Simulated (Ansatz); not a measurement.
In15GaP16 (cell charge −1, with a compensating background) (cell with a defect)

Input file:

```
crystal:
  lattice:
    - [-5.9597880289, 5.9597880289, 5.9597880289]
    - [5.9597880289, -5.9597880289, 5.9597880289]
    - [5.9597880289, 5.9597880289, -5.9597880289]
  atoms:
    - { symbol: Ga, position: [0.5, 0.5, 0.0], spin: 0.2 }
    - { symbol: In, position: [0.5, 0.7482702915, 0.7527700129] }
    - { symbol: In, position: [0.5, 0.0, 0.5] }
    - { symbol: In, position: [0.7482702915, 0.2527700129, 0.0] }
    - { symbol: In, position: [0.5, 0.2527700129, 0.2482702915] }
    - { symbol: In, position: [0.7482702915, 0.5, 0.7527700129] }
    - { symbol: In, position: [0.7472299871, 0.7472299871, 0.4955002787] }
    - { symbol: In, position: [0.0, 0.0, 0.0] }
    - { symbol: In, position: [0.7472299871, -0.0044997213, 0.2472299871] }
    - { symbol: In, position: [0.0044997213, 0.2517297085, 0.7517297085] }
    - { symbol: In, position: [0.0, 0.5, 0.5] }
    - { symbol: In, position: [0.2527700129, 0.7482702915, 0.0] }
    - { symbol: In, position: [-0.0044997213, 0.7472299871, 0.2472299871] }
    - { symbol: In, position: [0.2517297085, 0.0044997213, 0.7517297085] }
    - { symbol: In, position: [0.2517297085, 0.2517297085, 0.5044997213] }
    - { symbol: In, position: [0.2527700129, 0.5, 0.2482702915] }
    - { symbol: P, position: [0.2639595989, 0.5, 0.0], spin: 0.2 }
    - { symbol: P, position: [0.2507894775, 0.7524341817, 0.7507894775] }
    - { symbol: P, position: [0.2475658183, -0.0016447042, 0.4983552958] }
    - { symbol: P, position: [0.5, 0.2639595989, 0.0], spin: 0.2 }
    - { symbol: P, position: [0.2507894775, 0.2507894775, 0.2524341817] }
    - { symbol: P, position: [0.5, 0.5, 0.7639595989], spin: 0.2 }
    - { symbol: P, position: [0.5, 0.7492105225, 0.5016447042] }
    - { symbol: P, position: [0.7492105225, 0.0016447042, 0.0] }
    - { symbol: P, position: [0.5, 0.0016447042, 0.2492105225] }
    - { symbol: P, position: [0.7524341817, 0.2507894775, 0.7507894775] }
    - { symbol: P, position: [0.7492105225, 0.5, 0.5016447042] }
    - { symbol: P, position: [0.0016447042, 0.7492105225, 0.0] }
    - { symbol: P, position: [0.7360404011, 0.7360404011, 0.2360404011], spin: 0.2 }
    - { symbol: P, position: [-0.0016447042, -0.0016447042, 0.7475658183] }
    - { symbol: P, position: [-0.0016447042, 0.2475658183, 0.4983552958] }
    - { symbol: P, position: [0.0016447042, 0.5, 0.2492105225] }
  host:
    lattice:
      - [0.0, 2.9798940145, 2.9798940145]
      - [2.9798940145, 0.0, 2.9798940145]
      - [2.9798940145, 2.9798940145, 0.0]
    atoms:
      - { symbol: In, position: [0.0, 0.0, 0.0] }
      - { symbol: P, position: [0.25, 0.25, 0.25] }
total_charge: -1
basis:
  ecutwfc: 420
  xc_grid: 2
kpoints:
  mp_grid: { grid: [4, 4, 4], shift: [0.5, 0.5, 0.5] }
hamiltonian:
  xc: pbe
scf:
  occupations: { method: gaussian, width: 0.02 }
output:
  forces: true
  stress: false
  eigenvalues: true
  populations: true
  charged_corrections:
    defect_position: [0.5, 0.5, 0.0]
    epsilon: [[15.0794, 0.0, 0.0], [0.0, 15.0794, 0.0], [0.0, 0.0, 15.0794]]
  write_density: true
  write_potential: true
  elf: true
  volumetric_format: npy
magnetization:
  spin_polarized: true
relax:
  adjacent_minimum: "off"
  f_tol: 0.025
  max_steps: 45
```

Launched as:

```sh
ansatz run input.yaml --threads 4 --pin off --max-ram 8192MiB --backend cpu --events-out ev --progress --plain --runs-dir out
```

The fields are those of the relaxed geometry.

The program warned that a starting moment wasn't kept; spin-polarised, but the moments vanished.

All numbers below come from DFT PBE, scalar-relativistic, plane waves, PAW in Ansatz.

The density is the valence pseudo-density of a PAW calculation; it isn't the true density close to the nuclei.

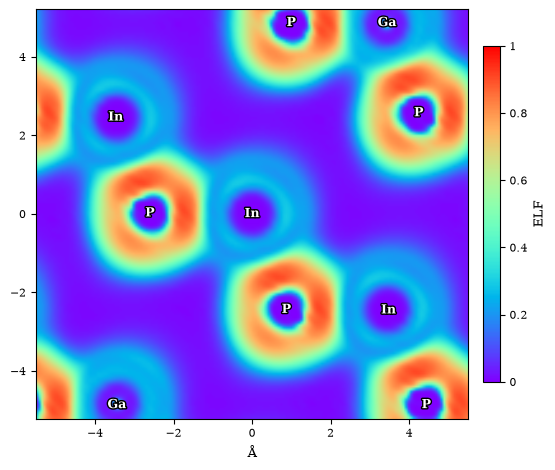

Figure 1. ELF on the (100) plane of the calculation cell.

**Read the bonding off the picture.**

Atoms in the plane: Ga, In and P.
Ga–P (2.44 Å): the ELF peaks at about 0.90 between the atoms.
In–P (2.60 Å): the ELF peaks at about 0.90 in the valence shell of P, 0.8 Å from its nucleus, and is about 0.55 at the midpoint.
The features right at Ga lie inside the PAW spheres, where the map follows smoothed inner orbitals and isn't to be read closely.

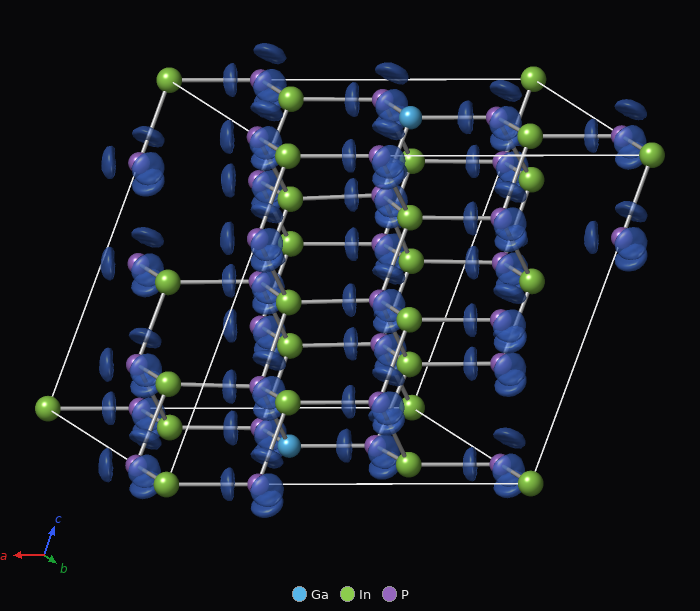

Figure 2. Isosurface of the ELF at 0.85 (blue), seen at an oblique angle. Only the valence region is drawn (cores and ρ < 0.01 e/Å³ removed). Sticks mark near contacts.

**Where are the electrons localised?**

The ELF exceeds this value in four lobes of the valence shell of P pointing towards Ga (polar bonds) and 60 lobes of the valence shell of P pointing towards In (polar bonds), counted in one cell of 32 atoms. Any copies at cell faces, edges or corners count once.


 In–P (2.58 Å): the ELF peaks at about 0.90 in the valence shell of P, 0.9 Å from its nucleus, and is about 0.55 at the midpoint.

**Metal or insulator at this level of theory?**

It is metallic or semimetallic at this level of theory: no gap opens.
